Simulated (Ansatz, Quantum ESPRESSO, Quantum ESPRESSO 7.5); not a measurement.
**Complex bands of CaO, rock salt type, lattice constant set to 4.767 Å**

How good a tunnel barrier is CaO, rock salt type, lattice constant set to 4.767 Å?

Program: Quantum ESPRESSO 7.5. Level of theory: plane-wave DFT, LDA, GBRV ultrasoft pseudopotentials (cross-check by Ansatz 0.2.0 with PAW datasets). Results are calculated unless marked as measured.

**1. The starting structure**

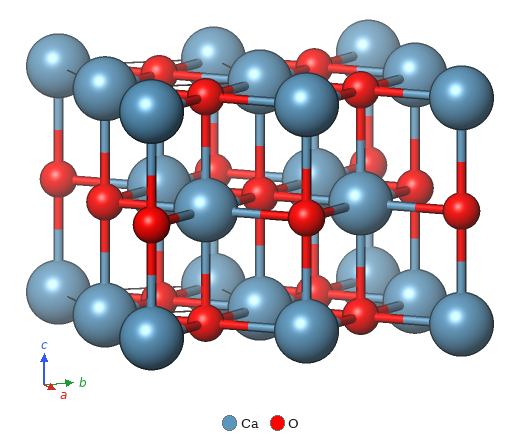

Start, viewed from the side, with the c axis up; calcium blue, oxygen red. 2×2×1 cells are drawn. Some periodic images of atoms are drawn too.

**2. Ground state**

pwcond needs a cell whose third axis lies along the current and stands perpendicular to the other two.

scf.in

```
&control
  prefix = 'scf'
  outdir = './out'
  pseudo_dir = './pseudo'
  calculation = 'scf'
  tprnfor = .true.
/
&system
  ibrav = 0
  nat = 4
  ntyp = 2
  ecutwfc = 40
  ecutrho = 200
  occupations = 'fixed'
  nbnd = 20
/
&electrons
  conv_thr = 1e-09
  mixing_beta = 0.6
  electron_maxstep = 120
/
ATOMIC_SPECIES
  Ca  40.0780  ca_lda_v1.uspp.F.UPF
  O   15.9990  o_lda_v1.2.uspp.F.UPF
CELL_PARAMETERS angstrom
  3.37077802591627 0.00000000000000 0.00000000000000
  0.00000000000000 3.37077802591627 0.00000000000000
  0.00000000000000 0.00000000000000 4.76700000000000
ATOMIC_POSITIONS crystal
  Ca  0.000000000000 0.000000000000 0.000000000000
  O   0.500000000000 0.500000000000 0.000000000000
  Ca  0.500000000000 0.500000000000 0.500000000000
  O   0.000000000000 0.000000000000 0.500000000000
K_POINTS automatic
  8 8 6 0 0 0
```

Launch:

```bash
OMP_NUM_THREADS=1 mpirun -n 2 pw.x -nk 2 -in scf.in > scf.out
```

Output:

```text
Program PWSCF v.7.5 starts
[citation notice left out]

     Parallel version (MPI & OpenMP), running on       2 processor cores
     Number of MPI processes:                 2
     Threads/MPI process:                     1

     MPI processes distributed on     1 nodes
[...]
Current dimensions of program PWSCF are:
     Max number of different atomic species (ntypx) = 10
     Max number of k-points (npk) =  40000
     Max angular momentum in pseudopotentials (lmaxx) =  4
     Found identity + ( -0.5000 -0.5000 -0.5000) symmetry
     This is a supercell, fractional translations are disabled
     Message from routine setup:
     using ibrav=0 with symmetry is DISCOURAGED, use correct ibrav instead

     K-points division:     npool     =       2
     Subspace diagonalization in iterative solution of the eigenvalue problem:
     a serial algorithm will be used

     G-vector sticks info
     --------------------
     sticks:   dense  smooth     PW     G-vecs:    dense   smooth      PW
     Sum         657     517    161                17545    12449    2173

     Using Slab Decomposition

     bravais-lattice index     =            0
     lattice parameter (alat)  =       6.3698  a.u.
     unit-cell volume          =     365.5124 (a.u.)^3
     number of atoms/cell      =            4
     number of atomic types    =            2
     number of electrons       =        32.00
     number of Kohn-Sham states=           20
     kinetic-energy cutoff     =      40.0000  Ry
     charge density cutoff     =     200.0000  Ry
     scf convergence threshold =      1.0E-09
     mixing beta               =       0.6000
     number of iterations used =            8  plain     mixing
     Exchange-correlation= SLA  PZ   NOGX NOGC
                           (   1   1   0   0   0   0   0)

     celldm(1)=   6.369847  celldm(2)=   0.000000  celldm(3)=   0.000000
     celldm(4)=   0.000000  celldm(5)=   0.000000  celldm(6)=   0.000000

     crystal axes: (cart. coord. in units of alat)
               a(1) = (   1.000000   0.000000   0.000000 )
               a(2) = (   0.000000   1.000000   0.000000 )
               a(3) = (   0.000000   0.000000   1.414214 )

     reciprocal axes: (cart. coord. in units 2 pi/alat)
               b(1) = (  1.000000  0.000000  0.000000 )
               b(2) = (  0.000000  1.000000  0.000000 )
               b(3) = (  0.000000  0.000000  0.707107 )

     PseudoPot. # 1 for Ca read from file:
     ./pseudo/ca_lda_v1.uspp.F.UPF
     Pseudo is Ultrasoft + core correction, Zval = 10.0
     Generated by new atomic code, or converted to UPF format
     Using radial grid of  845 points,  6 beta functions with:
                l(1) =   0
                l(2) =   0
                l(3) =   1
                l(4) =   1
                l(5) =   2
                l(6) =   2
     Q(r) pseudized with  8 coefficients,  rinner =    1.500   1.500   1.500
                                                       1.500   1.500

     PseudoPot. # 2 for O  read from file:
     ./pseudo/o_lda_v1.2.uspp.F.UPF
     Pseudo is Ultrasoft + core correction, Zval =  6.0
     Generated by new atomic code, or converted to UPF format
     Using radial grid of  737 points,  5 beta functions with:
                l(1) =   0
                l(2) =   0
                l(3) =   1
                l(4) =   1
                l(5) =   2
     Q(r) pseudized with  8 coefficients,  rinner =    0.900   0.900   0.900
                                                       0.900   0.900

     atomic species   valence    mass     pseudopotential
     Ca               10.00    40.07800     Ca( 1.00)
     O                 6.00    15.99900     O ( 1.00)

     16 Sym. Ops., with inversion, found

   Cartesian axes

     site n.     atom                  positions (alat units)
         1        Ca     tau(   1) = (   0.0000000   0.0000000   0.0000000  )
         2        O      tau(   2) = (   0.5000000   0.5000000   0.0000000  )
         3        Ca     tau(   3) = (   0.5000000   0.5000000   0.7071068  )
         4        O      tau(   4) = (   0.0000000   0.0000000   0.7071068  )

     number of k points=    60
                       cart. coord. in units 2pi/alat
        k(    1) = (   0.0000000   0.0000000   0.0000000), wk =   0.0052083
        k(    2) = (   0.0000000   0.0000000   0.1178511), wk =   0.0104167
        k(    3) = (   0.0000000   0.0000000   0.2357023), wk =   0.0104167
        k(    4) = (   0.0000000   0.0000000  -0.3535534), wk =   0.0052083
        k(    5) = (   0.0000000   0.1250000   0.0000000), wk =   0.0208333
        k(    6) = (   0.0000000   0.1250000   0.1178511), wk =   0.0416667
        k(    7) = (   0.0000000   0.1250000   0.2357023), wk =   0.0416667
        k(    8) = (   0.0000000   0.1250000  -0.3535534), wk =   0.0208333
        k(    9) = (   0.0000000   0.2500000   0.0000000), wk =   0.0208333
        k(   10) = (   0.0000000   0.2500000   0.1178511), wk =   0.0416667
[...]
k(   60) = (  -0.5000000  -0.5000000  -0.3535534), wk =   0.0052083

     Dense  grid:    17545 G-vectors     FFT dimensions: (  30,  30,  45)

     Smooth grid:    12449 G-vectors     FFT dimensions: (  25,  25,  40)

     Estimated max dynamical RAM per process >      54.66 MB

     Estimated total dynamical RAM >     105.04 MB

     Check: negative core charge=   -0.000003

     Initial potential from superposition of free atoms

     starting charge      31.9905, renormalised to      32.0000
     Starting wfcs are   28 randomized atomic wfcs

     total cpu time spent up to now is        1.2 secs

     per-process dynamical memory:    34.2 Mb

     Self-consistent Calculation

     iteration #  1     ecut=    40.00 Ry     beta= 0.60
     Davidson diagonalization with overlap
     ethr =  1.00E-02,  avg # of iterations =  2.0

     total cpu time spent up to now is        1.7 secs

     total energy              =    -214.59648483 Ry
     estimated scf accuracy    <       0.93112378 Ry

     iteration #  2     ecut=    40.00 Ry     beta= 0.60
[...]
total energy              =    -214.73204620 Ry
     estimated scf accuracy    <       1.53227850 Ry

     iteration #  3     ecut=    40.00 Ry     beta= 0.60
[...]
total energy              =    -215.01842142 Ry
     estimated scf accuracy    <       0.00829723 Ry

     iteration #  4     ecut=    40.00 Ry     beta= 0.60
[...]
total energy              =    -215.02200048 Ry
     estimated scf accuracy    <       0.00681555 Ry

     iteration #  5     ecut=    40.00 Ry     beta= 0.60
[...]
total energy              =    -215.02279157 Ry
     estimated scf accuracy    <       0.00017929 Ry

     iteration #  6     ecut=    40.00 Ry     beta= 0.60
[...]
total energy              =    -215.02287929 Ry
     estimated scf accuracy    <       0.00046813 Ry

     iteration #  7     ecut=    40.00 Ry     beta= 0.60
[...]
total energy              =    -215.02292709 Ry
     estimated scf accuracy    <       0.00002239 Ry

     iteration #  8     ecut=    40.00 Ry     beta= 0.60
[...]
total energy              =    -215.02293186 Ry
     estimated scf accuracy    <       0.00000056 Ry

     iteration #  9     ecut=    40.00 Ry     beta= 0.60
[...]
total energy              =    -215.02293202 Ry
     estimated scf accuracy    <       0.00000028 Ry

     iteration # 10     ecut=    40.00 Ry     beta= 0.60
[...]
total energy              =    -215.02293185 Ry
     estimated scf accuracy    <       0.00000059 Ry

     iteration # 11     ecut=    40.00 Ry     beta= 0.60
[...]
total energy              =    -215.02293189 Ry
     estimated scf accuracy    <       0.00000006 Ry

     iteration # 12     ecut=    40.00 Ry     beta= 0.60
[...]
total energy              =    -215.02293189 Ry
     estimated scf accuracy    <          8.8E-09 Ry

     iteration # 13     ecut=    40.00 Ry     beta= 0.60
[...]
End of self-consistent calculation

          k = 0.0000 0.0000 0.0000 (  1539 PWs)   bands (ev):

   -29.3800 -29.2204 -11.0482 -10.6169 -10.6169 -10.3559 -10.3559 -10.3559
    -7.5696  -7.3208   6.3495   7.2797   7.2797   7.6502   7.6502   7.6502
    11.1268  12.4335  13.8430  13.8430

          k = 0.0000 0.0000 0.1179 (  1566 PWs)   bands (ev):

   -29.3692 -29.2309 -11.0604 -10.5995 -10.5995 -10.4837 -10.3734 -10.3734
    -7.4152  -7.2242   6.1866   7.1884   7.2780   7.2780   7.5888   7.5888
    11.2582  12.8283  13.5735  14.1219

          k = 0.0000 0.0000 0.2357 (  1582 PWs)   bands (ev):

   -29.3398 -29.2599 -11.0534 -10.7415 -10.5519 -10.5519 -10.4213 -10.4213
    -7.1237  -7.0362   5.9057   6.3846   7.2888   7.2888   7.4576   7.4576
    11.6406  12.9396  13.5646  14.8538

          k = 0.0000 0.0000-0.3536 (  1538 PWs)   bands (ev):

   -29.2997 -29.2997 -10.9545 -10.9545 -10.4867 -10.4867 -10.4867 -10.4867
    -6.9639  -6.9639   5.9000   5.9000   7.3445   7.3445   7.3445   7.3445
    12.2324  12.2324  14.3424  14.3424

          k = 0.0000 0.1250 0.0000 (  1555 PWs)   bands (ev):

   -29.3680 -29.2202 -11.0165 -10.7396 -10.5972 -10.5195 -10.3761 -10.3555
    -7.3927  -7.1873   6.3670   6.9402   7.1435   7.2313   7.4588   7.5755
    11.5870  12.9031  13.7399  13.9662

          k = 0.0000 0.1250 0.1179 (  1562 PWs)   bands (ev):

   -29.3579 -29.2300 -11.0718 -10.6771 -10.6555 -10.5810 -10.3717 -10.3642
    -7.2563  -7.0958   6.1762   6.9613   6.9638   7.1386   7.3617   7.4031
    11.7080  13.2684  13.7696  14.1791

[...]
highest occupied, lowest unoccupied level (ev):     7.6502   11.1268

!    total energy              =    -215.02293190 Ry
     estimated scf accuracy    <          6.5E-10 Ry

     The total energy is the sum of the following terms:
     one-electron contribution =     -50.16763489 Ry
     hartree contribution      =      40.85170044 Ry
     xc contribution           =     -38.23763204 Ry
     ewald contribution        =    -167.46936541 Ry

     convergence has been achieved in  13 iterations

     Forces acting on atoms (cartesian axes, Ry/au):

     atom    1 type  1   force =     0.00000000    0.00000000    0.00000000
     atom    2 type  2   force =     0.00000000    0.00000000    0.00000000
     atom    3 type  1   force =     0.00000000    0.00000000    0.00000000
     atom    4 type  2   force =     0.00000000    0.00000000    0.00000000

     Total force =     0.000000     Total SCF correction =     0.000000

[...]
=------------------------------------------------------------------------------=
   JOB DONE.
=------------------------------------------------------------------------------=
```

Elapsed: 10 s, on 2 MPI ranks of AMD EPYC 9R14 (Zen 4), shared host; peak memory 0.2 GiB.

Numbers from this step:

| Quantity | Value |
| --- | --- |
| free energy | -2925.5360 eV |
| valence top, on the run's zero | 7.650 eV |
| conduction bottom, on the run's zero | 11.13 eV |
| gap by band count | 3.477 eV |

The program's own clock; routines nest. Time by routine:

| routine | wall time (s) | calls |
| --- | --- | --- |
| PWSCF | 9.33 | 1 |
| electrons | 8.04 | 1 |
| c_bands | 6.52 | 13 |
| cegterg | 5.49 | 390 |
| h_psi | 3.94 | 1581 |
| fftw | 3.17 | 48544 |
| vloc_psi | 3.14 | 1581 |
| sum_band | 1.21 | 13 |
| init_run | 0.98 | 1 |
| calbec | 0.58 | 2091 |
| h_psi:calbec | 0.41 | 1581 |
| cdiaghg | 0.4 | 1551 |
| wfcinit | 0.36 | 1 |
| s_psi | 0.36 | 1581 |

The run needed 13 iterations to bring the estimated error under 1e-09 Ry.

(Part 1 of 3 ends here.)

[Logs are printed without paths, hosts, clocks, repeated set-up lines and the standing remarks that a program may print on its own settings, such as how far it seeks lower states.]

[Hosts, paths, dates, database ids (printed as entryN), source tags and the programs' standing remarks are cut or masked in the printed files.]

[Maps of the electrostatic potential energy from Ansatz leave out the sawtooth potential of an applied field or a dipole correction, so their vacuum need not be flat; planar profiles and work functions include it.]
